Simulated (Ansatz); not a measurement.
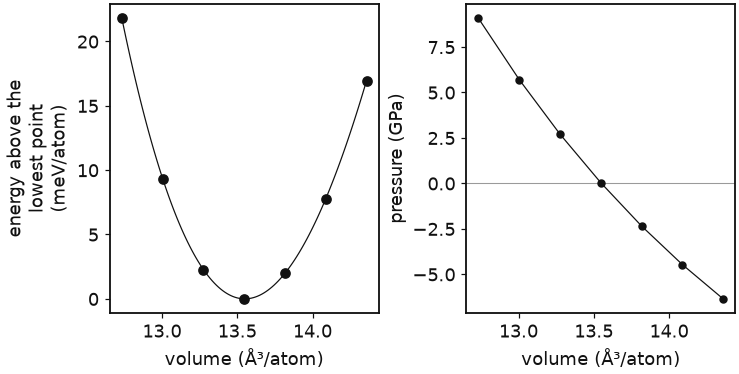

Figure. Energy above the lowest point and pressure against volume for CdO, space group Fm-3m (No. 225) (one of a set of cubic test structures, which need not be the stable phase).

A third-order Birch–Murnaghan fit gives V0 = 13.55 Å³/atom, B0 = 126 GPa and B′ = 4.8. The energy above the lowest point is 21.8 meV/atom at volume 12.73 Å³/atom and 17.0 meV/atom at 14.36 Å³/atom; the lowest computed point is at volume 13.55 Å³/atom (0.0 meV/atom). The pressure falls from 9.1 GPa at volume 12.73 Å³/atom to −6.4 GPa at 14.36 Å³/atom, and changes sign near 13.55 Å³/atom.

Method: equation of state of a cubic crystal from periodic Kohn-Sham density functional theory without spin, third-order Birch-Murnaghan fit to the free energies; pressure corrected for the finite basis (Ansatz 0.2.0 development build). Level: PBE.

structure type rock salt; atoms in cell 2; space group number 225; lattice centring face-centred primitive; k mesh 20×20×20; occupation method Fermi–Dirac; occupation width 0.06123 eV; wave cutoff 930 eV; datasets hand-made PAW; density tolerance 1e−09 eV; bands 17; density cutoff ratio 5; search for lower states default.

Input of one of the runs behind the figure:
```
crystal:
  lattice:
    - [0.0, 2.383804983466, 2.383804983466]
    - [2.383804983466, 0.0, 2.383804983466]
    - [2.383804983466, 2.383804983466, 0.0]
  atoms:
    - { symbol: Cd, position: [0, 0, 0] }
    - { symbol: O, position: [0.5, 0.5, 0.5] }
kpoints:
  mp_grid: { grid: [20, 20, 20] }
hamiltonian:
  xc: pbe
  pseudopotentials: { kind: paw, source: ansatz }
scf:
  occupations: { method: fermi_dirac, width: 0.061225619053 }
  convergence: { dr2_threshold: "1e-9 eV" }
  max_iter: 300
output:
  forces: true
  stress: true
```

Command:
```bash
ansatz run input.yaml --threads 1
```
